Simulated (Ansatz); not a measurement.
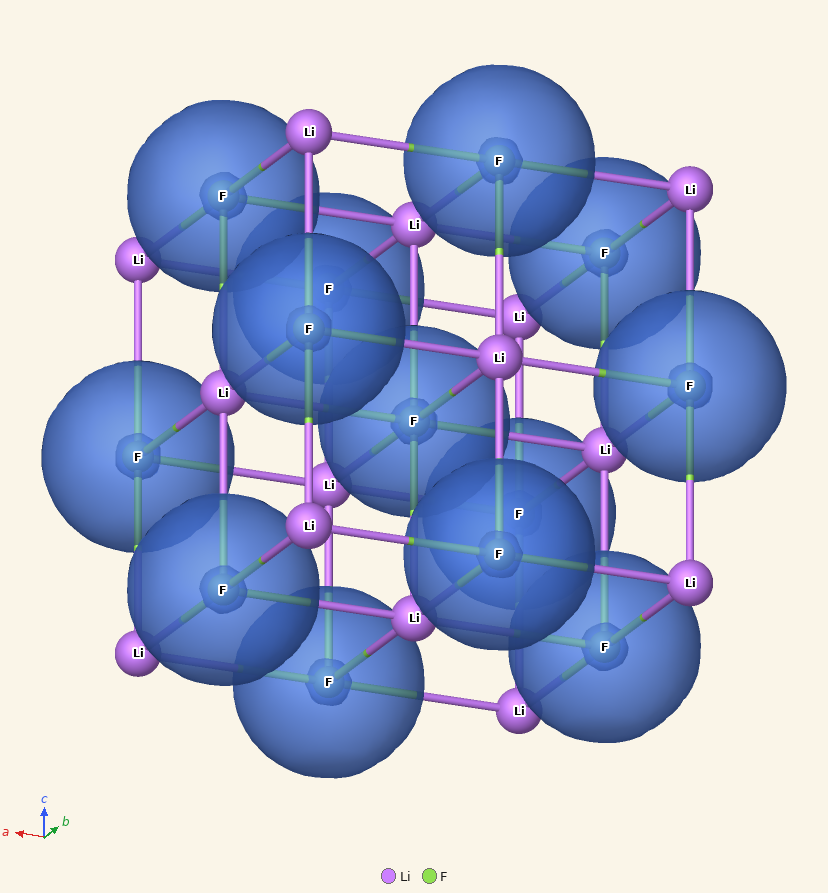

Figure. LiF. Isosurface of the ELF at 0.6 (blue), seen at an oblique angle. Only the valence region is drawn (cores and ρ < 0.01 e/Å³ removed). Sticks mark near contacts.

Space group Fm-3m; computed pressure about −8 GPa in this cell.

Computed with DFT, LDA, PAW with Ansatz's default frozen-core files, scalar-relativistic (Ansatz 0.2.0).

```
Li F
1.0
     4.05468    0.00000    0.00000
     0.00000    4.05468    0.00000
     0.00000    0.00000    4.05468
Li F
4 4
Direct
  0.00000 0.00000 0.00000
  0.50000 0.50000 0.00000
  0.50000 0.00000 0.50000
  0.00000 0.50000 0.50000
  0.50000 0.00000 0.00000
  0.00000 0.50000 0.00000
  0.00000 0.00000 0.50000
  0.50000 0.50000 0.50000
```

> What do the ELF domains correspond to?

At this value the surface marks out four regions wrapped around F (the valence shell of each), counted in one cell of 8 atoms. Any copies at cell faces, edges or corners count once.

Values along the shortest contacts:
Li–F (2.03 Å): the ELF peaks at about 0.80 in the valence shell of F, 0.6 Å from its nucleus, and falls to about 0 next to Li; a closed-shell, largely ionic contact.

> Does the calculation make it a metal, or give it a gap?

It is gapped, with a Kohn–Sham gap of 8.7 eV on the k-point mesh, an upper bound to the gap of this method.
